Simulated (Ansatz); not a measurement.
## Band-structure calculation of HfO$_{2}$ (part 2 of 2)

The same run, continued: HfO$_{2}$ (P2₁/c, 12 atoms in the cell); DFT, r2SCAN+rVV10, plane waves, PAW, no spin polarisation (Ansatz 0.2.0); cutoff 500 eV, 6×6×6 k-mesh, Fermi–Dirac smearing of 0.03 eV. The structure derives from a Materials Project entry. The geometry comes from this level: r2scan-rvv10.

Geometry of the input (Å; fractional positions):
```
5.0904  0.0000  0.0138
0.0000  5.1842  0.0000
-0.8615  0.0000  5.1892
Hf 0.2767  0.4586  0.7083
Hf 0.7233  0.9586  0.7917
Hf 0.7233  0.5414  0.2917
Hf 0.2767  0.0414  0.2083
O  0.4465  0.7414  0.9805
O  0.5535  0.2414  0.5195
O  0.5535  0.2586  0.0195
O  0.4465  0.7586  0.4805
O  0.0739  0.3413  0.3374
O  0.9261  0.8413  0.1626
O  0.9261  0.6587  0.6626
O  0.0739  0.1587  0.8374
```

## The program's output, continued
```
  k-point 2: bands = ["-47.9180", "-47.9067", "-47.8985", "-47.8985", "-16.3133", "-16.2759", "-16.2444", "-16.1680", "-16.1385", "-16.0068", "-15.9558", "-15.9544", "-15.9161", "-15.8859", "-15.8711", "-15.8559", "-4.7960", "-3.9734", "-3.8111", "-3.7186", "-3.2812", "-3.1626", "-3.1616", "-2.9899", "3.7014", "3.7063", "3.7194", "3.7210", "3.7232", "3.7317", "3.7341", "3.7388", "3.7427", "3.7446", "3.7462", "3.7494", "3.7515", "3.7516", "3.7556", "3.7564", "3.7623", "3.7649", "3.7673", "3.7673", "3.7793", "3.7806", "3.7883", "3.7950", "3.8025", "3.8106", "3.8150", "3.8253", "8.6749", "9.0131", "9.2419", "9.5147", "9.8457", "9.9952", "10.0213", "10.3005", "10.4354", "11.0514", "11.2587", "11.3239", "11.5300", "11.5706", "11.8671", "12.1079", "12.3208", "12.4972", "12.5526", "12.8237", "13.1303", "13.3549", "13.4306", "13.6257", "19.0545", "19.3173", "19.6596", "19.9084", "20.5050", "20.6162", "21.1100"]
  k-point 79: bands = ["-47.9085", "-47.9085", "-47.9024", "-47.9024", "-16.3621", "-16.3621", "-16.3303", "-16.3303", "-15.9672", "-15.9672", "-15.9005", "-15.9005", "-15.8973", "-15.8973", "-15.8320", "-15.8320", "-4.3309", "-4.3309", "-4.0051", "-4.0051", "-3.0815", "-3.0815", "-3.0233", "-3.0233", "3.7125", "3.7125", "3.7223", "3.7223", "3.7297", "3.7297", "3.7325", "3.7325", "3.7482", "3.7482", "3.7483", "3.7483", "3.7537", "3.7537", "3.7567", "3.7567", "3.7626", "3.7626", "3.7633", "3.7633", "3.7750", "3.7750", "3.7870", "3.7870", "3.7966", "3.7966", "3.8130", "3.8130", "9.3053", "9.3053", "9.5449", "9.5449", "9.9099", "9.9099", "10.2987", "10.2987", "11.0057", "11.0057", "11.1065", "11.1065", "11.5849", "11.5849", "11.5909", "11.5909", "12.3231", "12.3231", "12.7182", "12.7182", "12.8104", "12.8104", "13.1892", "13.1892", "19.0955", "19.0955", "19.7670", "19.7670", "20.1081", "20.1081", "20.5771"]
```

## File rho_z.tsv
```
# z_ang	rho[e/angstrom^3]
# format = ansatz-planar-average/11
# lattice	5.090441789	0.000000000	0.013796196
# lattice	0.000000000	5.184213611	0.000000000
# lattice	-0.861460249	0.000000000	5.189236038
# sites	12
# site	72	0.798595469	2.377243054	3.679187291
# site	72	2.999655947	4.969349859	4.118462962
# site	72	3.430386071	2.806970558	1.523844943
# site	72	1.229325593	0.214863752	1.084569272
# site	8	1.428267911	3.843689537	5.094333828
# site	8	2.369983505	1.251582732	2.703316425
# site	8	2.800713630	1.340524074	0.108698406
# site	8	1.858998035	3.932630880	2.499715809
# site	8	0.085422908	1.769158623	1.752110718
# site	8	4.574288756	4.361265429	0.856303497
# site	8	4.143558632	3.415054988	3.450921516
# site	8	-0.345307216	0.822948182	4.346728737
0.000000	6.457525e-1
0.116895	6.374321e-1
0.233789	6.217898e-1
0.350684	6.249813e-1
0.467578	6.793343e-1
0.584473	8.061295e-1
0.701367	1.004461e0
0.818262	1.250098e0
0.935156	1.502704e0
1.052051	1.718834e0
1.168946	1.866170e0
1.285840	1.930407e0
1.402735	1.908973e0
1.519629	1.802402e0
1.636524	1.617753e0
1.753418	1.378349e0
1.870313	1.123643e0
1.987208	8.973688e-1
2.104102	7.331550e-1
2.220997	6.439912e-1
2.337891	6.189519e-1
2.454786	6.292215e-1
2.571680	6.435272e-1
2.688575	6.435272e-1
2.805469	6.292215e-1
2.922364	6.189519e-1
3.039259	6.439912e-1
3.156153	7.331550e-1
3.273048	8.973688e-1
3.389942	1.123643e0
3.506837	1.378349e0
3.623731	1.617753e0
3.740626	1.802402e0
3.857520	1.908973e0
3.974415	1.930407e0
4.091310	1.866170e0
4.208204	1.718834e0
4.325099	1.502704e0
4.441993	1.250098e0
4.558888	1.004461e0
4.675782	8.061295e-1
4.792677	6.793343e-1
4.909571	6.249813e-1
5.026466	6.217898e-1
5.143361	6.374321e-1
```

## File v_z.tsv
```
# z_ang	v_es[eV]	v_tot[eV]
# format = ansatz-planar-average/11
# xc	r2scan
# density_cutoff_ev	2500
# datasets	Hf=:simpson_from_first_knot:soft:shift=0	O=:simpson_from_first_knot:soft:shift=0
# lattice	5.090441789	0.000000000	0.013796196
# lattice	0.000000000	5.184213611	0.000000000
# lattice	-0.861460249	0.000000000	5.189236038
# sites	12
# site	72	0.798595469	2.377243054	3.679187291
# site	72	2.999655947	4.969349859	4.118462962
# site	72	3.430386071	2.806970558	1.523844943
# site	72	1.229325593	0.214863752	1.084569272
# site	8	1.428267911	3.843689537	5.094333828
# site	8	2.369983505	1.251582732	2.703316425
# site	8	2.800713630	1.340524074	0.108698406
# site	8	1.858998035	3.932630880	2.499715809
# site	8	0.085422908	1.769158623	1.752110718
# site	8	4.574288756	4.361265429	0.856303497
# site	8	4.143558632	3.415054988	3.450921516
# site	8	-0.345307216	0.822948182	4.346728737
0.000000	1.199853e1	6.640552e-1
0.116895	1.197747e1	6.005962e-1
0.233789	1.172525e1	2.118220e-1
0.350684	1.125165e1	-4.528226e-1
0.467578	1.071740e1	-1.141420e0
0.584473	1.010221e1	-1.897416e0
0.701367	9.317999e0	-2.922672e0
0.818262	8.464123e0	-4.105397e0
0.935156	7.652418e0	-5.275683e0
1.052051	7.065726e0	-6.210610e0
1.168946	6.623497e0	-6.918248e0
1.285840	6.377425e0	-7.296234e0
1.402735	6.462982e0	-7.164679e0
1.519629	6.832451e0	-6.590472e0
1.636524	7.329872e0	-5.778250e0
1.753418	8.039841e0	-4.706778e0
1.870313	8.894127e0	-3.505002e0
1.987208	9.727261e0	-2.377363e0
2.104102	1.042901e1	-1.493821e0
2.220997	1.098821e1	-8.010244e-1
2.337891	1.150300e1	-1.052906e-1
2.454786	1.189053e1	4.569761e-1
2.571680	1.199931e1	6.546253e-1
2.688575	1.199931e1	6.546253e-1
2.805469	1.189053e1	4.569761e-1
2.922364	1.150300e1	-1.052906e-1
3.039259	1.098821e1	-8.010244e-1
3.156153	1.042901e1	-1.493821e0
3.273048	9.727261e0	-2.377363e0
3.389942	8.894127e0	-3.505002e0
3.506837	8.039841e0	-4.706778e0
3.623731	7.329872e0	-5.778250e0
3.740626	6.832451e0	-6.590472e0
3.857520	6.462982e0	-7.164679e0
3.974415	6.377425e0	-7.296234e0
4.091310	6.623497e0	-6.918248e0
4.208204	7.065726e0	-6.210610e0
4.325099	7.652418e0	-5.275683e0
4.441993	8.464123e0	-4.105397e0
4.558888	9.317999e0	-2.922672e0
4.675782	1.010221e1	-1.897416e0
4.792677	1.071740e1	-1.141420e0
4.909571	1.125165e1	-4.528226e-1
5.026466	1.172525e1	2.118220e-1
5.143361	1.197747e1	6.005962e-1
```

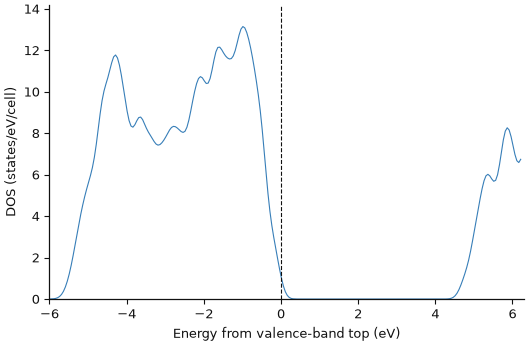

Fig. 1: Density of states (the curve is built from the levels of the k mesh with Gaussians 0.3 eV wide, which also blur the band edges), with energies from the valence-band top. There is a gap of 4.59 eV on the k-point mesh. Small ripples come from the finite k-point mesh.

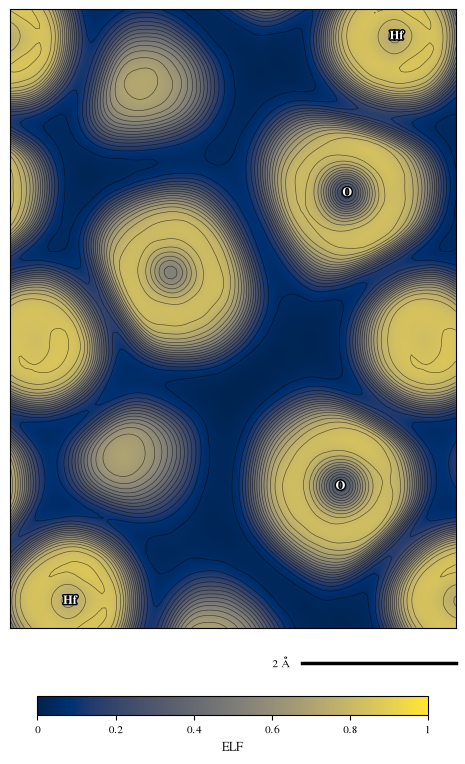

Fig. 2: ELF on the (011̄) plane of the conventional cell. The section cuts through Hf and O sites. Hf–O (2.13 Å): the ELF peaks at about 0.85 in the valence shell of O, 0.6 Å from its nucleus, and drops to about 0.15 between the two atoms. The strong features right at Hf lie inside the PAW spheres (semicore, d or f shells) and say nothing about bonding. The fields are those of the smooth PAW valence density.

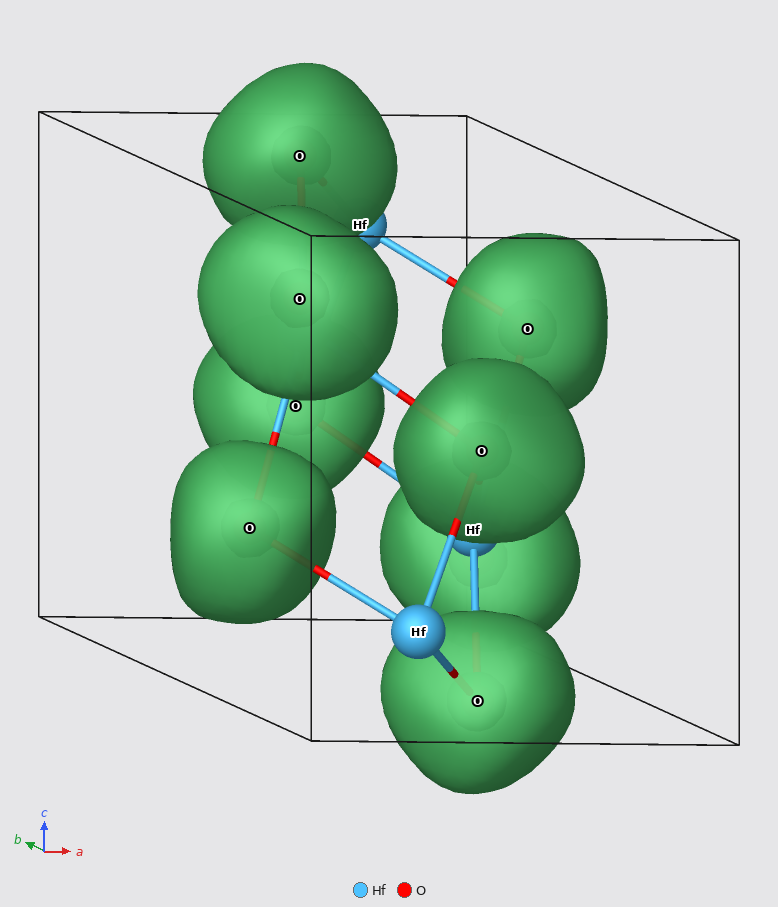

Fig. 3: Isosurface of the ELF at 0.6 (green), seen at an oblique angle. Core shells and regions of very low density are left out. Sticks mark near contacts. The outline is the cell set on symmetry axes. Values along the shortest contacts: Hf–O (2.04 Å): the ELF peaks at about 0.85 in the valence shell of O, 0.6 Å from its nucleus, and drops to about 0.20 between the two atoms. Hf–O (2.13 Å): the ELF peaks at about 0.85 in the valence shell of O, 0.6 Å from its nucleus, and drops to about 0.15 between the two atoms.

## Results in brief

| quantity | value |
| --- | --- |
| outcome | converged |
| space group (tolerance 0.01 Å) | P2₁/c (14) |
| electrons treated | 152 |
| free energy | −67492.5283 eV |
| Fermi energy | 16.229 eV |
| gap on the k-point mesh | 4.59 eV |
| pressure | 0.00 GPa |
| largest force (length of the vector) | 0.001 eV/Å |
| wall time | 56 s (CPU time 3.7 min) |
| peak memory | 1.5 GiB |

## Remarks

Spin–orbit coupling is left out, which matters for Hf.
